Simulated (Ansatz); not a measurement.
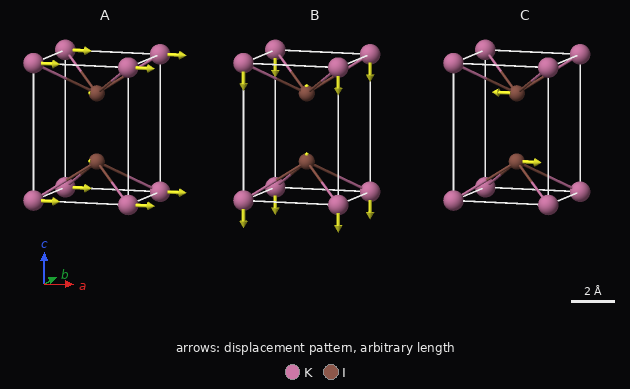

Modes of solid KI₂ (a generated structure), space group P4/mmm (No. 123), at the zone centre (one member of each degenerate set). The yellow arrows are the displacements of the atoms (eigenvector over the root of the mass), of arbitrary overall length and sign. Style: ball-and-stick. Shown: the cell of the calculation, slightly off an axis.

Computed with Ansatz, DFT PBE, scalar-relativistic, plane waves, PAW.

The frequencies depend somewhat on the k-mesh and the smearing.

> Give the symmetry species and the selection rules of each.

A is E_u, infrared-active by symmetry (79 cm⁻¹). B is A₂u, infrared-active by symmetry (67 cm⁻¹). C is E_g, Raman-active by symmetry (55 cm⁻¹). The crystal has a centre of inversion, so no mode is both. In a metal the free carriers screen the infrared response.

Limits of the set-up: an odd number of electrons was run without spin polarisation, which fails if the electron would localise.
